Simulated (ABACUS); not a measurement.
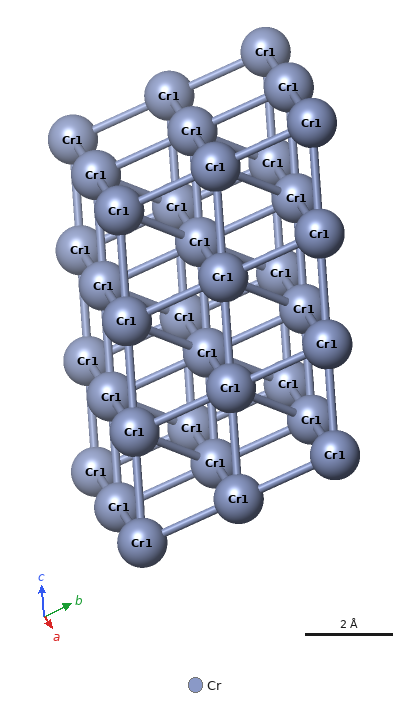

Fig. 1: The structure as given in the input (ball-and-stick view of the cell of the calculation, repeated 2 × 2 × 3, seen slightly off an axis; atoms are numbered from 1 in the order of the input).

## Band-structure run, with input and output: Cr

System: Cr (Im-3m, 1 atom in the cell).
Method: Kohn-Sham DFT of a periodic cell, LDA, GBRV ultrasoft 1.5 LDA, spin-polarised (ABACUS 3.10.1).

The structure derives from a Materials Project entry. It belongs to a series of runs on one base structure; here: bands on the converged density.

## Input
```
INPUT_PARAMETERS
suffix              Cr
calculation         nscf
basis_type          pw
pseudo_dir          ./
symmetry            -1
dft_functional      pz
ecutwfc             40.0
pseudo_rcut         10
nspin               2
nbands              19
ks_solver           dav
smearing_method     fd
smearing_sigma      0.00367493
scf_thr             1e-08
scf_nmax            100
mixing_type         broyden
mixing_beta         0.4
ecutrho             320.0
init_chg            file
pw_diag_thr         1e-07
out_band            1
kpar                4
```

## File STRU
```
ATOMIC_SPECIES
Cr 51.9961 cr_lda_v1.5.uspp.F.UPF

LATTICE_CONSTANT
1.8897261246

LATTICE_VECTORS
1.4844496776 1.4844496776 1.4844496776
-1.4844496776 1.4844496776 1.4844496776
-1.4844496776 -1.4844496776 1.4844496776

ATOMIC_POSITIONS
Direct

Cr
0.0
1
0.0000000000 0.0000000000 0.0000000000 1 1 1 mag 3
```

## File KPT
```
K_POINTS
8
Line
0.00000000 0.00000000 0.00000000 10 // G
-0.50000000 -0.50000000 -0.50000000 10 // H
0.00000000 0.00000000 -0.50000000 10 // N
0.00000000 0.00000000 0.00000000 10 // G
-0.25000000 0.25000000 -0.25000000 10 // P
-0.50000000 -0.50000000 -0.50000000 1 // H
-0.25000000 0.25000000 -0.25000000 10 // P
0.00000000 0.00000000 -0.50000000 1 // N
```

Launch command:
```bash
OMP_NUM_THREADS=1 mpirun -np 4 abacus > log
```

## The program's output
```
ABACUS v3.10.1

               Atomic-orbital Based Ab-initio Computation at UStc

 ------------------------------------------------------------------------------------

 READING GENERAL INFORMATION
                           global_out_dir = OUT.Cr/
                           global_in_card = INPUT
                               pseudo_dir = ./
                              orbital_dir =
                                    DSIZE = 4
                                    GSIZE = 1

 READING UNITCELL INFORMATION
                                    ntype = 1
                  lattice constant (Bohr) = 1.88973
              lattice constant (Angstrom) = 1

 READING ATOM TYPE 1
                               atom label = Cr
                      L=0, number of zeta = 1
                      L=1, number of zeta = 1
                      L=2, number of zeta = 1
             number of atom for this type = 1
               magnetization of element 1 = 3

                        TOTAL ATOM NUMBER = 1
DIRECT COORDINATES
    atom                   x                   y                   z     mag                  vx                  vy                  vz
taud_Cr1            0.0000000000        0.0000000000        0.0000000000  3.0000        0.0000000000        0.0000000000        0.0000000000

                          Volume (Bohr^3) = 88.2984
                             Volume (A^3) = 13.0845

 Lattice vectors: (Cartesian coordinate: in unit of a_0)
             +1.48445            +1.48445            +1.48445
             -1.48445            +1.48445            +1.48445
             -1.48445            -1.48445            +1.48445
 Reciprocal vectors: (Cartesian coordinate: in unit of 2 pi/a_0)
            +0.336825                  -0           +0.336825
            -0.336825           +0.336825                  -0
                   +0           -0.336825           +0.336825
 The esolver type has been set to : ksdft_pw

                PAO radial cut off (Bohr) = 10

 Read in pseudopotential file is cr_lda_v1.5.uspp.F.UPF
                     pseudopotential type = US
          exchange-correlation functional = PZ
                 nonlocal core correction = 1
                        valence electrons = 14
                                     lmax = 2
                           number of zeta = 4
                     number of projectors = 6
                           L of projector = 0
                           L of projector = 0
                           L of projector = 1
                           L of projector = 1
                           L of projector = 2
                           L of projector = 2
     initial pseudo atomic orbital number = 10
 The readin total magnetization is 3

 SETUP THE ELECTRONS NUMBER
            electron number of element Cr = 14
      total electron number of element Cr = 14
            AUTOSET number of electrons:  = 14
                           occupied bands = 7
                                   NBANDS = 19
                                   NLOCAL = 9

%%%%%%%%%%%%%%%%%%%%%%%%%%%%%%%%%%%%%%%%%%%%%%%%%%%%%%%%%%%%%%%%%%%%%%%%%%%%%%%%%%%%%%%%%%%%%%%%%%%%%%%%%%
 Warning: the number of valence electrons in pseudopotential > 6 for Cr: [Ar] 3d5 4s1
 Pseudopotentials with additional electrons can yield (more) accurate outcomes, but may be less efficient.
 If you're confident that your chosen pseudopotential is appropriate, you can safely ignore this warning.
%%%%%%%%%%%%%%%%%%%%%%%%%%%%%%%%%%%%%%%%%%%%%%%%%%%%%%%%%%%%%%%%%%%%%%%%%%%%%%%%%%%%%%%%%%%%%%%%%%%%%%%%%%

 SETUP THE PLANE WAVE BASIS
 energy cutoff for charge/potential (unit:Ry) = 160
            fft grid for charge/potential = [ 20, 20, 20 ]
                        fft grid division = [ 1, 1, 1 ]
        big fft grid for charge/potential = [ 27, 27, 27 ]
                                     nbxx = 19683
                                     nrxx = 8000

 SETUP PLANE WAVES FOR CHARGE/POTENTIAL
                    number of plane waves = 3043
                         number of sticks = 281

 PARALLEL PW FOR CHARGE/POTENTIAL
     PROC   COLUMNS(POT)             PW
        1            281           3043
 --------------- sum -------------------
        1            281           3043
                            number of |g| = 59
                                  max |g| = 14.2948
                                  min |g| = 0

 energy cutoff for dense charge/potential (unit:Ry) = 320
      fft grid for dense charge/potential = [ 27, 27, 27 ]
                                     nrxx = 19683

 SETUP PLANE WAVES FOR dense CHARGE/POTENTIAL
                    number of plane waves = 8583
                         number of sticks = 561

 PARALLEL PW FOR dense CHARGE/POTENTIAL
     PROC   COLUMNS(POT)             PW
        1            561           8583
 --------------- sum -------------------
        1            561           8583
                            number of |g| = 118
                                  max |g| = 28.8166
                                  min |g| = 0

----------- Double Check Mixing Parameters Begin ------------
mixing_type: broyden
mixing_beta: 0.4
mixing_gg0: 1
mixing_gg0_min: 0.1
mixing_beta_mag: 1.6
mixing_gg0_mag: 0
mixing_ndim: 8
----------- Double Check Mixing Parameters End ------------

 SETUP K-POINTS
                                    nspin = 2
                                   nkstot = 62
K-POINTS DIRECT COORDINATES
 KPOINTS    DIRECT_X    DIRECT_Y    DIRECT_Z  WEIGHT
       1  0.00000000  0.00000000  0.00000000  1.0000
       2 -0.05000000 -0.05000000 -0.05000000  1.0000
       3 -0.10000000 -0.10000000 -0.10000000  1.0000
       4 -0.15000000 -0.15000000 -0.15000000  1.0000
       5 -0.20000000 -0.20000000 -0.20000000  1.0000
       6 -0.25000000 -0.25000000 -0.25000000  1.0000
       7 -0.30000000 -0.30000000 -0.30000000  1.0000
       8 -0.35000000 -0.35000000 -0.35000000  1.0000
       9 -0.40000000 -0.40000000 -0.40000000  1.0000
      10 -0.45000000 -0.45000000 -0.45000000  1.0000
      11 -0.50000000 -0.50000000 -0.50000000  1.0000
      12 -0.45000000 -0.45000000 -0.50000000  1.0000
      13 -0.40000000 -0.40000000 -0.50000000  1.0000
      14 -0.35000000 -0.35000000 -0.50000000  1.0000
      15 -0.30000000 -0.30000000 -0.50000000  1.0000
      16 -0.25000000 -0.25000000 -0.50000000  1.0000
      17 -0.20000000 -0.20000000 -0.50000000  1.0000
      18 -0.15000000 -0.15000000 -0.50000000  1.0000
      19 -0.10000000 -0.10000000 -0.50000000  1.0000
      20 -0.05000000 -0.05000000 -0.50000000  1.0000
      21  0.00000000  0.00000000 -0.50000000  1.0000
      22  0.00000000  0.00000000 -0.45000000  1.0000
      23  0.00000000  0.00000000 -0.40000000  1.0000
      24  0.00000000  0.00000000 -0.35000000  1.0000
      25  0.00000000  0.00000000 -0.30000000  1.0000
      26  0.00000000  0.00000000 -0.25000000  1.0000
      27  0.00000000  0.00000000 -0.20000000  1.0000
      28  0.00000000  0.00000000 -0.15000000  1.0000
      29  0.00000000  0.00000000 -0.10000000  1.0000
      30  0.00000000  0.00000000 -0.05000000  1.0000
[... 32 further k points ...]

           k-point number in this process = 16
       minimum distributed K point number = 15
                             nks(nspin=2) = 32
                          nkstot(nspin=2) = 124

[... K-POINTS CARTESIAN COORDINATES: 32 rows ...]

[... K-POINTS DIRECT COORDINATES: 32 rows ...]

 SETUP PLANE WAVES FOR WAVE FUNCTIONS
     energy cutoff for wavefunc (unit:Ry) = 40
              fft grid for wave functions = [ 20, 20, 20 ]
                    number of plane waves = 627
                         number of sticks = 99

 PARALLEL PW FOR WAVE FUNCTIONS
     PROC   COLUMNS(POT)             PW
        1             99            627
 --------------- sum -------------------
        1             99            627

 SETUP NONLOCAL PSEUDOPOTENTIALS IN PLANE WAVE BASIS
 Cr non-local projectors:
 projector 1 L=0
 projector 2 L=0
 projector 3 L=1
 projector 4 L=1
 projector 5 L=2
 projector 6 L=2
      TOTAL NUMBER OF NONLOCAL PROJECTORS = 18

 Init Non-Local PseudoPotential table :
 Init Non-Local-Pseudopotential done.

                                     npwx = 394

 Make real space PAO into reciprocal space.
       max mesh points in Pseudopotential = 679
     dq(describe PAO in reciprocal space) = 0.01
                                    max q = 763

 number of pseudo atomic orbitals for Cr is 4
WARNING: norm of atomic wavefunction # 3 of atomic type Cr is 0.999996, renormalized

 -------------------------------------------
 NONSELF-CONSISTENT
 -------------------------------------------
                                 init_chg = file
 try to read charge from file
 Read in the charge density: OUT.Cr//Cr-CHARGE-DENSITY.restart

 PW ALGORITHM --------------- ION=   1  ELEC=   1--------------------------------
 k(1/124) Iter steps (avg)=11 threshold=1e-07
 k(2/124) Iter steps (avg)=9 threshold=1e-07
 k(3/124) Iter steps (avg)=10 threshold=1e-07
 k(4/124) Iter steps (avg)=11 threshold=1e-07
 k(5/124) Iter steps (avg)=9 threshold=1e-07
 k(6/124) Iter steps (avg)=9 threshold=1e-07
 k(7/124) Iter steps (avg)=9 threshold=1e-07
 k(8/124) Iter steps (avg)=9 threshold=1e-07
 k(9/124) Iter steps (avg)=9 threshold=1e-07
 k(10/124) Iter steps (avg)=11 threshold=1e-07
 k(11/124) Iter steps (avg)=16 threshold=1e-07
 k(12/124) Iter steps (avg)=14 threshold=1e-07
 k(13/124) Iter steps (avg)=11 threshold=1e-07
 k(14/124) Iter steps (avg)=11 threshold=1e-07
 k(15/124) Iter steps (avg)=13 threshold=1e-07
 k(16/124) Iter steps (avg)=13 threshold=1e-07
 k(17/124) Iter steps (avg)=11 threshold=1e-07
 k(18/124) Iter steps (avg)=9 threshold=1e-07
 k(19/124) Iter steps (avg)=9 threshold=1e-07
 k(20/124) Iter steps (avg)=10 threshold=1e-07
 k(21/124) Iter steps (avg)=10 threshold=1e-07
 k(22/124) Iter steps (avg)=9 threshold=1e-07
 k(23/124) Iter steps (avg)=9 threshold=1e-07
 k(24/124) Iter steps (avg)=9 threshold=1e-07
 k(25/124) Iter steps (avg)=9 threshold=1e-07
 k(26/124) Iter steps (avg)=12 threshold=1e-07
 k(27/124) Iter steps (avg)=20 threshold=1e-07
 k(28/124) Iter steps (avg)=13 threshold=1e-07
 k(29/124) Iter steps (avg)=11 threshold=1e-07
 k(30/124) Iter steps (avg)=11 threshold=1e-07
 k(31/124) Iter steps (avg)=12 threshold=1e-07
 k(32/124) Iter steps (avg)=12 threshold=1e-07
[... levels at 32 k points of this process ...]

          total magnetism (Bohr mag/cell) = -0.000137874
       absolute magnetism (Bohr mag/cell) = 0.000277568
                        nelec for spin up = 6.99993
                      nelec for spin down = 7.00007

 Density error is 0.00000000000
                          Error Threshold = 1.00000000000e-07
----------------------------------------------------------
     Energy           Rydberg                 eV
----------------------------------------------------------
 E_KohnSham     -175.5140140328      -2387.9906696978
 E_KS(sigma->0) -175.5137007213      -2387.9864068770
 E_Harris       -175.5140140328      -2387.9906696978
 E_band         -13.3879504297       -182.1524103850
 E_one_elec     -65.5934106659       -892.4441363108
 E_Hartree      39.2451465333        533.9576116979
 E_xc           -22.0282154381       -299.7092467298
 E_Ewald        -127.1369078392      -1729.7863727135
 E_entropy(-TS) -0.0006266229        -0.0085256415
 E_descf        0.0000000000         0.0000000000
 E_exx          0.0000000000         0.0000000000
 E_Fermi        1.2246117571         16.6616977347
----------------------------------------------------------

 charge density convergence is achieved
 final etot is -2387.9906697 eV
 EFERMI = 16.661697735 eV

 STATE ENERGY(eV) AND OCCUPATIONS    NSPIN == 2
SPIN UP :
 1/16 kpoint (Cartesian) = 0.0000 0.0000 0.0000 (369 pws)
       1       -54.7657      0.0161290
       2       -26.0521      0.0161290
       3       -26.0521      0.0161290
       4       -26.0521      0.0161290
       5        9.05221      0.0161290
       6        15.6817      0.0161290
       7        15.6817      0.0161290
       8        15.6817      0.0161290
       9        17.3866    8.14783e-09
      10        17.3866    8.14783e-09
      11        37.8655        0.00000
      12        37.8655        0.00000
      13        37.8655        0.00000
      14        43.9709        0.00000
      15        43.9709        0.00000
      16        46.8359        0.00000
      17        46.8359        0.00000
      18        46.8359        0.00000
      19        47.7172        0.00000

 2/16 kpoint (Cartesian) = 0.0000 0.0000 -0.033683 (373 pws)
       1       -54.7593      0.0161290
       2       -26.0738      0.0161290
       3       -26.0623      0.0161290
       4       -26.0623      0.0161290
       5        9.25179      0.0161290
       6        15.6747      0.0161290
       7        15.6747      0.0161290
       8        15.7457      0.0161290
       9        17.2619    9.87669e-08
      10        17.4341    3.14928e-09
      11        37.1493        0.00000
      12        37.9162        0.00000
      13        37.9162        0.00000
      14        42.5970        0.00000
      15        45.1673        0.00000
      16        45.1774        0.00000
      17        45.1774        0.00000
      18        46.8452        0.00000
      19        47.1285        0.00000

 3/16 kpoint (Cartesian) = 0.0000 0.0000 -0.067365 (365 pws)
       1       -54.7411      0.0161290
       2       -26.1337      0.0161290
       3       -26.0921      0.0161290
       4       -26.0921      0.0161290
       5        9.83012      0.0161290
       6        15.6703      0.0161290
       7        15.6703      0.0161290
       8        15.9328      0.0161290
       9        16.9024    0.000129721
      10        17.5661    2.24738e-10
      11        35.8478        0.00000
      12        37.7698        0.00000
      13        37.7698        0.00000
      14        40.2063        0.00000
      15        43.8679        0.00000
      16        43.8679        0.00000
      17        46.8805        0.00000
      18        47.1971        0.00000
      19        47.8911        0.00000

 4/16 kpoint (Cartesian) = 0.0000 0.0000 -0.10105 (373 pws)
       1       -54.7133      0.0161290
       2       -26.2173      0.0161290
       3       -26.1390      0.0161290
       4       -26.1390      0.0161290
       5        10.7199      0.0161290
       6        15.7109      0.0161290
       7        15.7109      0.0161290
       8        16.2288      0.0161262
       9        16.3517      0.0160963
      10        17.7610    4.55995e-12
      11        34.6695        0.00000
      12        36.7978        0.00000
      13        36.7978        0.00000
      14        37.9169        0.00000
      15        43.9051        0.00000
      16        43.9051        0.00000
      17        46.9638        0.00000
      18        47.2629        0.00000
      19        51.3787        0.00000

 5/16 kpoint (Cartesian) = 0.0000 0.0000 -0.13473 (386 pws)
       1       -54.6796      0.0161290
       2       -26.3066      0.0161290
       3       -26.1992      0.0161290
       4       -26.1992      0.0161290
       5        11.7847      0.0161290
       6        15.6763      0.0161290
       7        15.8466      0.0161290
       8        15.8466      0.0161290
       9        16.6102      0.0118852
      10        18.0299    2.10809e-14
      11        33.7684        0.00000
      12        35.0752        0.00000
      13        35.0752        0.00000
      14        36.0530        0.00000
      15        45.1723        0.00000
      16        45.1723        0.00000
      17        47.1272        0.00000
      18        47.3155        0.00000
      19        52.7965        0.00000

 6/16 kpoint (Cartesian) = 0.0000 0.0000 -0.16841 (378 pws)
       1       -54.6438      0.0161290
       2       -26.3852      0.0161290
       3       -26.2672      0.0161290
       4       -26.2672      0.0161290
       5        12.7710      0.0161290
       6        14.9539      0.0161290
       7        16.1180      0.0161287
       8        16.1180      0.0161287
       9        17.0443    7.65410e-06
      10        18.5080    1.48068e-18
      11        33.0794        0.00000
      12        33.0794        0.00000
      13        33.1354        0.00000
      14        34.7558        0.00000
      15        47.1330        0.00000
      16        47.1330        0.00000
      17        47.2623        0.00000
      18        47.4065        0.00000
      19        50.0976        0.00000

[... levels at 26 further k points ...]

 --------------------------------------------
 !FINAL_ETOT_IS -2387.990669697755 eV
 --------------------------------------------

 Output bands in file: OUT.Cr/BANDS_1.dat

 Output bands in file: OUT.Cr/BANDS_2.dat
```

## Standard output
```
ABACUS v3.10.1

               Atomic-orbital Based Ab-initio Computation at UStc

%%%%%%%%%%%%%%%%%%%%%%%%%%%%%%%%%%%%%%%%%%%%%%%%%%%%%%%%%%%%%%%%%%%%%%%%%%%%%%%%%%%%%%%%%%%%%%%%%%%%%%%%%
 Warning: the number of valence electrons in pseudopotential > 6 for Cr: [Ar] 3d5 4s1
 Pseudopotentials with additional electrons can yield (more) accurate outcomes, but may be less efficient.
 If you're confident that your chosen pseudopotential is appropriate, you can safely ignore this warning.
%%%%%%%%%%%%%%%%%%%%%%%%%%%%%%%%%%%%%%%%%%%%%%%%%%%%%%%%%%%%%%%%%%%%%%%%%%%%%%%%%%%%%%%%%%%%%%%%%%%%%%%%%

 UNIFORM GRID DIM        : 20 * 20 * 20
 UNIFORM GRID DIM(BIG)   : 27 * 27 * 27
 UNIFORM GRID DIM(DENSE) : 27 * 27 * 27
 ---------------------------------------------------------
 ---------------------------------------------------------
 SPIN    KPOINTS         PROCESSORS  THREADS
 2       124             4           4
 ---------------------------------------------------------
 Use plane wave basis
 ---------------------------------------------------------
 ELEMENT NATOM       XC
 Cr      1
 ---------------------------------------------------------
 Initial plane wave basis and FFT box
 ---------------------------------------------------------
 -------------------------------------------
 NONSELF-CONSISTENT :
 -------------------------------------------
 START CHARGE      : file
 ITER      TMAG       AMAG        ETOT/eV          EDIFF/eV         DRHO     TIME/s
 DA1     -1.38e-04   2.78e-04  -2.38799067e+03   0.00000000e+00   0.0000e+00   0.64
```

## Results in brief

```csv
quantity,value
outcome,converged
space group (tolerance 0.01 Å),Im-3m (229)
electrons treated,14
Fermi energy of the self-consistent step,16.488 eV
net moment of the cell,0.00 μB
integrated absolute moment,0.00 μB
hardware,"4 threads of Intel Xeon (Sapphire Rapids), 64 GiB of memory available, shared host"
wall time,1.3 s (CPU time 4.8 s)
peak memory,0.36 GiB
```
